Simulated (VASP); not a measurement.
# KHgClF2 with PBE: from relaxation to properties, part 4 of 5

Wanted: the relaxed cell of KHgClF2 and its properties. The cell is invented: it takes the structure of COD entry 1527535, KHgF3 (space group 65 there), with some of its atoms replaced by other elements, volume scaled by an estimate. It may not be a known or stable phase.

VASP 6.6.1; PBE; plane waves and PAW (Hg, K_sv, Cl, F); invented cell.

So far, gap on the k-mesh (eV): step 2 (rough relaxation of the start cell) 0.242; step 3 (full relaxation (PBE)) 0.316; step 4 (second relaxation) 0.316. The relaxed cell has a, b, c = 6.539, 6.547, 5.312 Å (conventional setting).

## 7. Total and projected DOS (PBE)

Here the states are counted by energy and projected on the atoms. The mesh is finer than in the run before.

INCAR

```
SYSTEM = KHgClF2
PREC = Accurate
ENCUT = 520
EDIFF = 1E-06
NELM = 100
ISMEAR = -5
SIGMA = 0.05
LREAL = .FALSE.
ALGO = Normal
GGA = PE
NBANDS = 36
LORBIT = 11
LWAVE = .FALSE.
LCHARG = .FALSE.
KPAR = 2
NEDOS = 2001
```

POSCAR

```
KHgClF2
1.0
    3.2693219246     -3.2736209496      0.0000000000
    3.2693219246      3.2736209496      0.0000000000
    0.0000000000      0.0000000000      5.3116904502
Hg K Cl F
1 1 1 2
Direct
    0.5000000000      0.5000000000      0.0000000000
    0.0000000000      0.0000000000      0.5000000000
    0.5000000000      0.5000000000      0.5000000000
    0.5000000000      0.0000000000      0.0000000000
    0.0000000000      0.5000000000      0.0000000000
```

KPOINTS

```
Automatic mesh
0
Gamma
6 6 6
0 0 0
```

Potentials, in the order of the species: Hg, K_sv, Cl and F (PBE family, release 64).

Run with:

```sh
mpirun -np 2 vasp_std
```

The log of the run:

```text
[... set-up lines as in an earlier step ...]
 entering main loop
       N       E                     dE             d eps       ncg     rms          rms(c)
DAV:   1     0.329931173920E+03    0.32993E+03   -0.20517E+04  3744   0.108E+03
DAV:   2     0.466362775981E+01   -0.32527E+03   -0.30997E+03  4348   0.302E+02
DAV:   3    -0.166664184481E+02   -0.21330E+02   -0.21178E+02  5136   0.753E+01
DAV:   4    -0.173878300204E+02   -0.72141E+00   -0.71945E+00  5584   0.850E+00
DAV:   5    -0.173943044644E+02   -0.64744E-02   -0.64741E-02  4748   0.699E-01    0.119E+01
DAV:   6    -0.149879211135E+02    0.24064E+01   -0.72303E+00  4684   0.223E+01    0.916E+00
DAV:   7    -0.149206246317E+02    0.67296E-01   -0.90558E-01  4112   0.531E+00    0.612E+00
DAV:   8    -0.148727831450E+02    0.47841E-01   -0.18555E-01  4224   0.265E+00    0.585E-01
DAV:   9    -0.148709629313E+02    0.18202E-02   -0.28669E-02  4860   0.103E+00    0.289E-01
DAV:  10    -0.148711804390E+02   -0.21751E-03   -0.27010E-03  4180   0.304E-01    0.159E-01
DAV:  11    -0.148714276200E+02   -0.24718E-03   -0.24066E-04  4104   0.942E-02    0.714E-02
DAV:  12    -0.148715917351E+02   -0.16412E-03   -0.16838E-04  4016   0.836E-02    0.269E-02
DAV:  13    -0.148715924605E+02   -0.72547E-06   -0.10314E-05  4996   0.173E-02    0.915E-03
DAV:  14    -0.148715926288E+02   -0.16826E-06   -0.59391E-07  3320   0.479E-03
   1 F= -.14871593E+02 E0= -.14871593E+02  d E =0.000000E+00
```

The job ended after 56 s (2 MPI ranks of AMD EPYC 9R45, shared host; peak memory 0.67 GiB; 1.8 min of CPU time).

OUTCAR, selected parts (step 7):

```text
   k-points           NKPTS =     52   k-points in BZ     NKDIM =     52   number of bands    NBANDS=     36

   NELECT =      42.0000    total number of electrons

 E-fermi :  -0.8833

 k-point     1 :       0.0000    0.0000    0.0000
  band No.  band energies     occupation
    ...
     17      -2.7949      2.00000
     18      -2.7907      2.00000
     19      -2.6380      2.00000
     20      -2.6376      2.00000
     21      -2.6086      2.00000
     22      -0.5866      0.00000
     23       4.5752      0.00000
     24       5.4876      0.00000
     25       6.9926      0.00000
     26       7.4388      0.00000
    ...

  Total        0.0069212     -0.0188613      0.0008647     -0.0000000      0.0000000      0.0000000
  in kB        0.0975312     -0.2657864      0.0121849     -0.0000000      0.0000000      0.0000000
  external PRESSURE =      -0.0520235 kB  Pullay stress =       0.0000000 kB

 POSITION                                       TOTAL-FORCE (eV/Angst)
 -----------------------------------------------------------------------------------
      3.26932      0.00000      0.00000        -0.000000     -0.000000      0.000000
      0.00000      0.00000      2.65585         0.000000      0.000000      0.000000
      3.26932      0.00000      2.65585         0.000000      0.000000      0.000000
      1.63466     -1.63681      0.00000         0.000000     -0.000000      0.000000
      1.63466      1.63681      0.00000         0.000000      0.000000      0.000000
 -----------------------------------------------------------------------------------
    total drift:                                0.000000      0.000000     -0.000000

  FREE ENERGIE OF THE ION-ELECTRON SYSTEM (eV)
  ---------------------------------------------------
  free  energy   TOTEN  =       -14.8715926288 eV

  energy  without entropy=      -14.8715926288  energy(sigma->0) =      -14.87159263

[... 6 parts as in an earlier step ...]

[... 10 further parts left out ...]
```

This step gave:

```yaml
scf_cycles: 14
irreducible_k_points: 52
fermi_energy: -0.8833 eV
pressure: -0.005202 GPa
valence_top_at_k: 0.5, 0.5, 0.5
gap_on_the_k_mesh: 0.3168 eV
least_direct_gap_on_the_k_mesh: 2.022 eV
```

The density of states has structure finer than the step of the table below, so its rows give means over 2 eV, whole bins alone (the curve runs from -12.0 to 8.21 eV). Peaks (eV: height): total -5.9: 5.83, -4.8: 19.3, -2.1: 17.3, -1.7: 24.3; F p -1.9: 8.10, -1.6: 12.0; Hg d -5.9: 3.55, -4.8: 15.8; Cl p -2.1: 4.01, -1.6: 4.96; Hg s -5.8: 0.177, -5.3: 0.180, -2.1: 0.196, 3.4: 0.343.

States under -12.0 eV and over 8.2 eV are left out. The density of states by energy, zero at the valence-band top; means over each step; 7 of 9 lines; values in states/eV/cell:

| energy (eV) | total | F p | Hg d | Cl p | Hg s | Hg p | Cl s |
| --- | --- | --- | --- | --- | --- | --- | --- |
| -8 | 0 | 0 | 0 | 0 | 0 | 0 | 0 |
| -6 | 2.22 | 0.328 | 1.35 | 0.125 | 0.0740 | 0.00890 | 0.00343 |
| -4 | 4.09 | 0.589 | 2.59 | 0.162 | 0.0988 | 0.0512 | 0.00806 |
| -2 | 7.08 | 3.14 | 0.640 | 1.38 | 0.0434 | 0.0486 | 0.00607 |
| 0 | 0.670 | 0.256 | 0.195 | 0.107 | 0.0102 | 0.00824 | 0.00119 |
| 2 | 0.405 | 0.0722 | 0.00921 | 0.0273 | 0.162 | 0.00926 | 0.00807 |
| 4 | 0.582 | 0.115 | 0.0106 | 0.0681 | 0.218 | 0.0163 | 0.00714 |
| 6 | 1.31 | 0.0709 | 0.00363 | 0.0393 | 0.0322 | 0.0701 | 0.0142 |

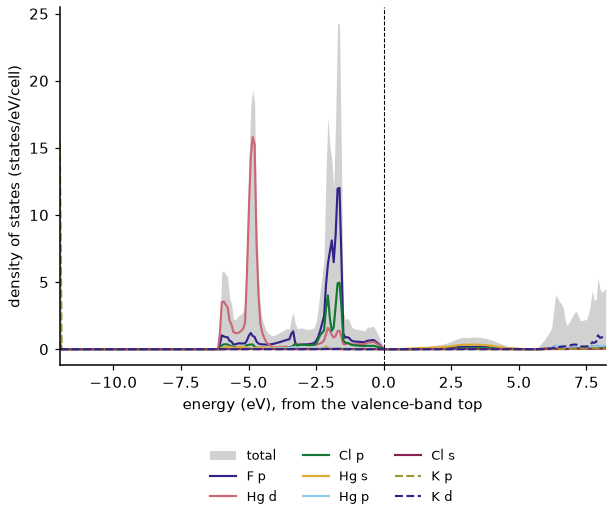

Density of states, plotted against energy.

The gap on this mesh is 0.32 eV. In the top eV of the valence band the largest shares in the PAW spheres are F p 39 %, Hg d 29 % and Cl p 16 %. The rest lies in smaller channels or between the spheres.

## 8. Response to an electric field (PBE)

The response to a static field gives the electronic dielectric tensor and the Born charges. It needs tightly converged orbitals, hence the small EDIFF.

INCAR

```
SYSTEM = KHgClF2
PREC = Accurate
ENCUT = 520
EDIFF = 1E-08
NELM = 100
ISMEAR = 0
SIGMA = 0.01
LREAL = .FALSE.
ALGO = Normal
GGA = PE
NBANDS = 27
LORBIT = 11
LWAVE = .FALSE.
LCHARG = .FALSE.
KPAR = 2
LEPSILON = .TRUE.
```

POSCAR is that of step 7.

KPOINTS

```
Automatic mesh
0
Gamma
5 5 4
0 0 0
```

Run with:

```sh
mpirun -np 2 vasp_std
```

The log of the run:

```text
[... set-up lines as in an earlier step ...]
 entering main loop
       N       E                     dE             d eps       ncg     rms          rms(c)
DAV:   1     0.347239126281E+03    0.34724E+03   -0.21301E+04  1458   0.143E+03
DAV:   2     0.772921083292E+01   -0.33951E+03   -0.33114E+03  1737   0.375E+02
DAV:   3    -0.165592862054E+02   -0.24288E+02   -0.24188E+02  2011   0.994E+01
DAV:   4    -0.173809164191E+02   -0.82163E+00   -0.82036E+00  2297   0.123E+01
DAV:   5    -0.173938306733E+02   -0.12914E-01   -0.12912E-01  1959   0.134E+00    0.119E+01
DAV:   6    -0.149908357689E+02    0.24030E+01   -0.96722E+00  1950   0.293E+01    0.915E+00
DAV:   7    -0.149193113943E+02    0.71524E-01   -0.92358E-01  1604   0.693E+00    0.616E+00
DAV:   8    -0.148742385558E+02    0.45073E-01   -0.21469E-01  1786   0.352E+00    0.610E-01
DAV:   9    -0.148706984204E+02    0.35401E-02   -0.42946E-02  1785   0.155E+00    0.263E-01
DAV:  10    -0.148710497705E+02   -0.35135E-03   -0.45023E-03  1791   0.524E-01    0.153E-01
DAV:  11    -0.148712317428E+02   -0.18197E-03   -0.31914E-04  1852   0.132E-01    0.725E-02
DAV:  12    -0.148714254922E+02   -0.19375E-03   -0.22515E-04  1635   0.112E-01    0.309E-02
DAV:  13    -0.148714271532E+02   -0.16611E-05   -0.19669E-05  2068   0.365E-02    0.112E-02
DAV:  14    -0.148714271257E+02    0.27564E-07   -0.21973E-06  1816   0.906E-03    0.712E-03
DAV:  15    -0.148714270970E+02    0.28631E-07   -0.43639E-07  1876   0.520E-03    0.140E-03
DAV:  16    -0.148714270775E+02    0.19499E-07   -0.52420E-08  1710   0.163E-03    0.570E-04
DAV:  17    -0.148714270741E+02    0.34970E-08   -0.61165E-09  1436   0.593E-04
   1 F= -.14871427E+02 E0= -.14871427E+02  d E =-.813016E-73
 Linear response reoptimize wavefunctions to high precision
DAV:   1    -0.148714270772E+02   -0.31650E-08   -0.19281E-09  1227   0.326E-04
DAV:   2    -0.148714270772E+02   -0.10914E-10   -0.19684E-10   972   0.933E-05
 Linear response G [H, r] |phi>, progress :
  Direction:   1
       N       E                     dE             d eps       ncg     rms
RMM:   1    -0.164893342134E+03   -0.16489E+03    0.34779E+02  3044   0.109E+02
RMM:   2    -0.162224443795E+03    0.26689E+01   -0.14308E+01  2468   0.235E+01
RMM:   3    -0.162729385077E+03   -0.50494E+00   -0.12776E+00  2779   0.490E+00
RMM:   4    -0.162813131879E+03   -0.83747E-01   -0.22764E-01  3039   0.136E+00
RMM:   5    -0.162834864768E+03   -0.21733E-01   -0.11042E-01  3083   0.549E-01
RMM:   6    -0.162839116053E+03   -0.42513E-02   -0.77399E-02  3203   0.264E-01
RMM:   7    -0.162840721524E+03   -0.16055E-02   -0.67325E-02  3232   0.121E-01
RMM:   8    -0.162841083335E+03   -0.36181E-03   -0.50906E-02  3302   0.570E-02
RMM:   9    -0.162841049469E+03    0.33866E-04   -0.62629E-02  3242   0.290E-02
RMM:  10    -0.162840372061E+03    0.67741E-03   -0.74421E-02  3187   0.159E-02
RMM:  11    -0.162840748754E+03   -0.37669E-03   -0.11303E-01  3109   0.106E-02
RMM:  12    -0.162840499872E+03    0.24888E-03   -0.62256E-02  3094   0.801E-03
RMM:  13    -0.162840704851E+03   -0.20498E-03   -0.58951E-02  3057   0.673E-03
RMM:  14    -0.162840468096E+03    0.23675E-03   -0.59547E-02  3007   0.610E-03
RMM:  15    -0.162840409880E+03    0.58216E-04   -0.58734E-02  2948   0.577E-03
RMM:  16    -0.162840432849E+03   -0.22970E-04   -0.60882E-02  2886   0.559E-03
RMM:  17    -0.162840386836E+03    0.46014E-04   -0.59005E-02  2856   0.549E-03
RMM:  18    -0.162840419356E+03   -0.32521E-04   -0.59597E-02  2847   0.544E-03
 Linear response G [H, r] |phi>, progress :
  Direction:   2
       N       E                     dE             d eps       ncg     rms
RMM:   1    -0.164885034991E+03   -0.16489E+03    0.34783E+02  3038   0.109E+02
RMM:   2    -0.162322066068E+03    0.25630E+01   -0.15325E+01  2471   0.235E+01
RMM:   3    -0.162809687790E+03   -0.48762E+00   -0.21450E+00  2779   0.489E+00
RMM:   4    -0.162821266177E+03   -0.11578E-01   -0.38101E-01  3045   0.135E+00
RMM:   5    -0.162820892153E+03    0.37402E-03   -0.46474E-02  3081   0.546E-01
RMM:   6    -0.162820834047E+03    0.58106E-04    0.22233E-02  3202   0.261E-01
RMM:   7    -0.162821112331E+03   -0.27828E-03    0.56239E-02  3232   0.120E-01
RMM:   8    -0.162821193810E+03   -0.81479E-04    0.86950E-02  3291   0.561E-02
RMM:   9    -0.162821143376E+03    0.50434E-04    0.55960E-02  3217   0.283E-02
RMM:  10    -0.162820624661E+03    0.51871E-03    0.54680E-02  3176   0.160E-02
RMM:  11    -0.162821563142E+03   -0.93848E-03    0.29701E-02  3081   0.104E-02
RMM:  12    -0.162822715550E+03   -0.11524E-02    0.41354E-02  3076   0.793E-03
RMM:  13    -0.162823220589E+03   -0.50504E-03    0.50598E-02  3035   0.668E-03
RMM:  14    -0.162823405726E+03   -0.18514E-03    0.36131E-02  2980   0.603E-03
RMM:  15    -0.162823306445E+03    0.99281E-04    0.36596E-02  2893   0.568E-03
RMM:  16    -0.162823320233E+03   -0.13788E-04    0.36580E-02  2819   0.550E-03
RMM:  17    -0.162823307981E+03    0.12252E-04    0.36361E-02  2796   0.540E-03
RMM:  18    -0.162823307743E+03    0.23818E-06    0.36764E-02  2796   0.535E-03
 Linear response G [H, r] |phi>, progress :
  Direction:   3
       N       E                     dE             d eps       ncg     rms
RMM:   1    -0.176246410232E+03   -0.17625E+03    0.21377E+02  2806   0.105E+02
RMM:   2    -0.163090450498E+03    0.13156E+02   -0.13549E+01  2392   0.209E+01
RMM:   3    -0.163287582572E+03   -0.19713E+00   -0.10481E+00  2691   0.389E+00
RMM:   4    -0.163307676544E+03   -0.20094E-01   -0.23521E-01  2915   0.102E+00
RMM:   5    -0.163315511574E+03   -0.78350E-02   -0.48690E-02  2965   0.396E-01
RMM:   6    -0.163317315359E+03   -0.18038E-02   -0.20700E-02  3087   0.195E-01
RMM:   7    -0.163318085564E+03   -0.77021E-03   -0.27003E-03  3146   0.894E-02
RMM:   8    -0.163318231455E+03   -0.14589E-03   -0.12895E-02  3165   0.429E-02
RMM:   9    -0.163318261542E+03   -0.30088E-04   -0.75035E-04  3140   0.223E-02
RMM:  10    -0.163318267149E+03   -0.56063E-05    0.49858E-04  3038   0.137E-02
RMM:  11    -0.163318269332E+03   -0.21836E-05   -0.45905E-04  2997   0.942E-03
RMM:  12    -0.163318269751E+03   -0.41913E-06   -0.95597E-05  2978   0.724E-03
RMM:  13    -0.163318270818E+03   -0.10669E-05   -0.17748E-04  2975   0.606E-03
RMM:  14    -0.163318270744E+03    0.74513E-07   -0.34394E-05  2934   0.541E-03
RMM:  15    -0.163318270450E+03    0.29341E-06    0.15676E-04  2878   0.504E-03
RMM:  16    -0.163318270500E+03   -0.49318E-07    0.29809E-04  2850   0.483E-03
RMM:  17    -0.163318270322E+03    0.17747E-06   -0.97968E-05  2844   0.471E-03
RMM:  18    -0.163318270231E+03    0.90894E-07   -0.24917E-04  2818   0.464E-03
[...]
RMM:   3    -0.726805125188E+00   -0.34587E-02   -0.95881E-03  3002   0.242E-01
RMM:   4    -0.727290367571E+00   -0.48524E-03   -0.11113E-03  3112   0.771E-02
RMM:   5    -0.727366453049E+00   -0.76085E-04   -0.20353E-04  3080   0.309E-02
RMM:   6    -0.727379997830E+00   -0.13545E-04   -0.19322E-05  3012   0.137E-02
RMM:   7    -0.727382976648E+00   -0.29788E-05   -0.31975E-04  2869   0.639E-03
RMM:   8    -0.727383515511E+00   -0.53886E-06   -0.72638E-05  2784   0.296E-03
RMM:   9    -0.727383614647E+00   -0.99136E-07    0.26203E-06  2730   0.137E-03
RMM:  10    -0.727383631386E+00   -0.16739E-07   -0.43760E-06  2686   0.724E-04
RMM:  11    -0.727383636721E+00   -0.53350E-08    0.19384E-06  2600   0.469E-04
RMM:  12    -0.727383650551E+00   -0.13831E-07    0.17284E-06  2437   0.363E-04
RMM:  13    -0.727383658591E+00   -0.80393E-08    0.19196E-06  2216   0.322E-04
RMM:  14    -0.727383692144E+00   -0.33553E-07    0.11631E-06  2085   0.306E-04
RMM:  15    -0.727383693985E+00   -0.18413E-08    0.14929E-06  1959   0.299E-04
RMM:  16    -0.727383692017E+00    0.19682E-08    0.14088E-06  1906   0.295E-04
 change of polarisation eV/A/(eV/A) component  2 :     0.006     1.455     0.053
 dielectric tensor                  component  2 :     0.010     3.315     0.085
 Linear response to external field (no local field effect), progress :
  Direction:   3
       N       E                     dE             d eps       ncg     rms          rms(c)
RMM:   1    -0.875913227311E+00   -0.87591E+00   -0.42452E+00  2715   0.378E+00
RMM:   2    -0.964755137130E+00   -0.88842E-01   -0.82573E-02  2612   0.822E-01
RMM:   3    -0.969951198413E+00   -0.51961E-02   -0.13457E-02  2810   0.199E-01
RMM:   4    -0.970356014684E+00   -0.40482E-03   -0.92504E-04  2923   0.513E-02
RMM:   5    -0.970411367447E+00   -0.55353E-04   -0.13896E-04  2927   0.190E-02
RMM:   6    -0.970420425428E+00   -0.90580E-05   -0.83019E-05  2864   0.788E-03
RMM:   7    -0.970421837317E+00   -0.14119E-05   -0.11145E-04  2635   0.349E-03
RMM:   8    -0.970422072464E+00   -0.23515E-06    0.15008E-05  2542   0.165E-03
RMM:   9    -0.970422107439E+00   -0.34975E-07   -0.34230E-05  2507   0.825E-04
RMM:  10    -0.970422112239E+00   -0.48004E-08   -0.45730E-06  2405   0.506E-04
RMM:  11    -0.970422115500E+00   -0.32612E-08   -0.37943E-06  2273   0.380E-04
RMM:  12    -0.970422115696E+00   -0.19547E-09   -0.85639E-07  2129   0.326E-04
RMM:  13    -0.970422115695E+00    0.93781E-12   -0.76779E-07  1982   0.307E-04
RMM:  14    -0.970422115732E+00   -0.36854E-10   -0.45831E-07  1866   0.297E-04
RMM:  15    -0.970422116475E+00   -0.74292E-09   -0.27164E-07  1778   0.293E-04
RMM:  16    -0.970422116492E+00   -0.16908E-10   -0.15956E-07  1750   0.291E-04
 change of polarisation eV/A/(eV/A) component  3 :    -0.210     0.053     1.941
 dielectric tensor                  component  3 :    -0.333     0.085     4.089
 Linear response to external field, progress :
  Direction:   1
       N       E                     dE             d eps       ncg     rms          rms(c)
RMM:   1    -0.657232975248E+00   -0.65723E+00   -0.26285E+00  2918   0.369E+00
RMM:   2    -0.722891787862E+00   -0.65659E-01   -0.50830E-02  2713   0.841E-01    0.144E+00
RMM:   3    -0.684874661548E+00    0.38017E-01   -0.84450E-02  2404   0.119E+00    0.711E-01
RMM:   4    -0.698000478205E+00   -0.13126E-01   -0.47729E-02  2577   0.921E-01    0.230E-01
RMM:   5    -0.714152101142E+00   -0.16152E-01   -0.42212E-03  2747   0.337E-01    0.415E-02
RMM:   6    -0.714299489315E+00   -0.14739E-03   -0.11471E-03  2971   0.967E-02    0.313E-02
RMM:   7    -0.715143808212E+00   -0.84432E-03   -0.18372E-04  2915   0.405E-02    0.180E-02
RMM:   8    -0.715725879497E+00   -0.58207E-03   -0.22882E-04  2992   0.240E-02    0.274E-03
RMM:   9    -0.715736018671E+00   -0.10139E-04   -0.19933E-05  3152   0.893E-03    0.162E-03
RMM:  10    -0.715751723037E+00   -0.15704E-04   -0.20037E-05  3151   0.409E-03    0.664E-04
RMM:  11    -0.715751195248E+00    0.52779E-06   -0.17836E-05  3240   0.171E-03    0.416E-04
RMM:  12    -0.715745842660E+00    0.53526E-05   -0.15098E-05  3150   0.900E-04    0.606E-05
RMM:  13    -0.715746388555E+00   -0.54590E-06   -0.11122E-05  3001   0.506E-04    0.491E-05
RMM:  14    -0.715746492709E+00   -0.10415E-06   -0.11201E-05  2772   0.353E-04    0.251E-05
RMM:  15    -0.715746370630E+00    0.12208E-06   -0.11090E-05  2615   0.287E-04    0.814E-06
 change of polarisation eV/A/(eV/A) component  1 :     1.346     0.007    -0.211
 dielectric tensor                  component  1 :     3.142     0.012    -0.336
 Linear response to external field, progress :
  Direction:   2
       N       E                     dE             d eps       ncg     rms          rms(c)
RMM:   1    -0.657754204046E+00   -0.65775E+00   -0.26326E+00  2918   0.369E+00
RMM:   2    -0.723337478081E+00   -0.65583E-01   -0.50754E-02  2713   0.840E-01    0.144E+00
RMM:   3    -0.685329657450E+00    0.38008E-01   -0.84219E-02  2412   0.119E+00    0.711E-01
RMM:   4    -0.698415534116E+00   -0.13086E-01   -0.47127E-02  2573   0.918E-01    0.229E-01
RMM:   5    -0.714586226266E+00   -0.16171E-01   -0.41645E-03  2748   0.335E-01    0.408E-02
RMM:   6    -0.714766909014E+00   -0.18068E-03   -0.10657E-03  2975   0.960E-02    0.311E-02
RMM:   7    -0.715622237869E+00   -0.85533E-03   -0.14635E-05  2907   0.403E-02    0.177E-02
RMM:   8    -0.716191024109E+00   -0.56879E-03   -0.15369E-04  2988   0.237E-02    0.266E-03
RMM:   9    -0.716199769281E+00   -0.87452E-05    0.30168E-05  3155   0.887E-03    0.161E-03
RMM:  10    -0.716214292585E+00   -0.14523E-04    0.18473E-05  3158   0.404E-03    0.674E-04
RMM:  11    -0.716213393057E+00    0.89953E-06    0.50840E-06  3258   0.173E-03    0.396E-04
RMM:  12    -0.716208332866E+00    0.50602E-05    0.80568E-06  3152   0.893E-04    0.747E-05
RMM:  13    -0.716209316766E+00   -0.98390E-06    0.54587E-06  2943   0.504E-04    0.471E-05
RMM:  14    -0.716209605041E+00   -0.28828E-06    0.46812E-06  2748   0.344E-04    0.252E-05
RMM:  15    -0.716209467856E+00    0.13719E-06    0.37849E-06  2590   0.279E-04    0.716E-06
 change of polarisation eV/A/(eV/A) component  2 :     0.007     1.347     0.054
 dielectric tensor                  component  2 :     0.012     3.144     0.086
 Linear response to external field, progress :
  Direction:   3
       N       E                     dE             d eps       ncg     rms          rms(c)
RMM:   1    -0.875913227311E+00   -0.87591E+00   -0.42452E+00  2715   0.378E+00
RMM:   2    -0.964754753454E+00   -0.88842E-01   -0.82567E-02  2606   0.822E-01    0.147E+00
RMM:   3    -0.937338036392E+00    0.27417E-01   -0.74255E-02  2434   0.107E+00    0.766E-01
RMM:   4    -0.953154823393E+00   -0.15817E-01   -0.25194E-02  2515   0.734E-01    0.255E-01
RMM:   5    -0.969303557236E+00   -0.16149E-01   -0.27030E-03  2491   0.277E-01    0.410E-02
RMM:   6    -0.970976219621E+00   -0.16727E-02   -0.52718E-04  2677   0.753E-02    0.203E-02
RMM:   7    -0.972041251504E+00   -0.10650E-02   -0.30069E-04  2678   0.343E-02    0.978E-03
RMM:   8    -0.972250565106E+00   -0.20931E-03   -0.13766E-04  2921   0.142E-02    0.427E-03
RMM:   9    -0.972332384935E+00   -0.81820E-04   -0.30074E-05  2908   0.657E-03    0.105E-03
RMM:  10    -0.972335435353E+00   -0.30504E-05   -0.13710E-05  3133   0.258E-03    0.967E-04
RMM:  11    -0.972329059006E+00    0.63763E-05   -0.39878E-06  2948   0.165E-03    0.105E-03
RMM:  12    -0.972312558450E+00    0.16501E-04   -0.25538E-06  2951   0.109E-03    0.175E-04
RMM:  13    -0.972312856569E+00   -0.29812E-06   -0.38533E-07  2810   0.536E-04    0.105E-04
RMM:  14    -0.972312627145E+00    0.22942E-06   -0.24402E-06  2795   0.363E-04    0.268E-05
RMM:  15    -0.972312207901E+00    0.41924E-06   -0.37516E-07  2377   0.286E-04    0.182E-05
RMM:  16    -0.972312311657E+00   -0.10376E-06    0.25938E-07  2198   0.264E-04    0.136E-05
RMM:  17    -0.972312289787E+00    0.21870E-07   -0.64744E-08  1992   0.252E-04    0.457E-06
 change of polarisation eV/A/(eV/A) component  3 :    -0.209     0.053     1.853
 dielectric tensor                  component  3 :    -0.332     0.085     3.950
 Born effective charges drift removed
```

The job ended after 6 min (2 MPI ranks; peak memory 0.82 GiB).

(Part 4 of 5 ends here.)

[Lines on the potential files, build, host, timing and source positions are cut from VASP's logs without a mark.]

[Logs are printed without paths, hosts, clocks, repeated set-up lines and the standing remarks that a program may print on its own settings, such as how far it seeks lower states.]

[Hosts, paths, dates, database ids (printed as entryN), source tags and the programs' standing remarks are cut or masked in the printed files.]

[A measured line is paired with the nearest computed mode of its activity, which favours agreement.]
